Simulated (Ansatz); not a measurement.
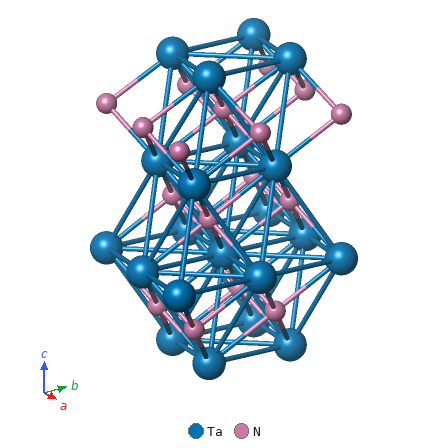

System: H on a slab of content Ta₄N₃. The picture shows the clean slab (repeated in the plane, vacuum cut away).

Structure:
```yaml
crystal:
  lattice:
    - [3.10880, 0.00000, 0.00000]
    - [-1.55440, 2.69230, 0.00000]
    - [0.00000, 0.00000, 24.61500]
  atoms:
    - { symbol: Ta, position: [0.33333, 0.66667, 0.34532] }
    - { symbol: N, position: [0.66667, 0.33333, 0.39688] }
    - { symbol: Ta, position: [0.00000, 0.00000, 0.44844] }
    - { symbol: N, position: [0.33333, 0.66667, 0.50053] }
    - { symbol: Ta, position: [0.66667, 0.33333, 0.55273] }
    - { symbol: N, position: [0.00000, 0.00000, 0.60377] }
    - { symbol: Ta, position: [0.33333, 0.66667, 0.65289] }
```

How it was computed, with Ansatz 0.2.0: adsorption at several starting sites on a slab cut from the named crystal, one adsorbate a surface cell, the lower planes held, the adsorption energy counts from the clean slab and the free, spin-polarised adsorbate, negative where bound, plane waves with PAW datasets, Γ-centred k mesh. Level: r2SCAN, no spin polarisation.

- crystal formula: TaN
- crystal space group number: 225
- Miller index h: 1
- Miller index k: 1
- Miller index l: 1
- top plane: Ta
- bottom plane: Ta
- planes: 7
- surface cell: (1, 1)
- slab thickness as cut: 7.62 Å
- vacuum: 17 Å
- surface area: 8.37 Å²
- wave cutoff: 500 eV
- k mesh: 9×9×1
- occupations: Gaussian
- smearing width: 0.1 eV
- boundary: dipole corrected
- adsorbate: H

Sites are named by a rule of distances and placed in fractions of the cell vectors a and b; the slab's top layers relax too; key: 1 = top site at (0.33, 0.67); 2 = hollow site at (0.67, 0.33).

Describe the result: the adsorption energy of each starting site.

Among these starts the lowest is no. 2, at −3.377 eV; no. 1 is 0.970 eV higher. The height over highest slab atom, in Å, is 1.756 for no. 1 and 0.969 for no. 2. The dipole change, in e Å, is −0.078 for no. 1 and 0.045 for no. 2.

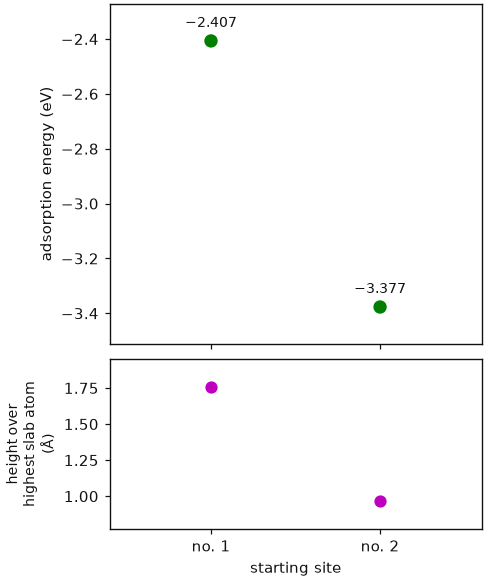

Note: coarse k mesh; no spin polarisation, a magnetic state may lie lower; xc potential rough in thin density.
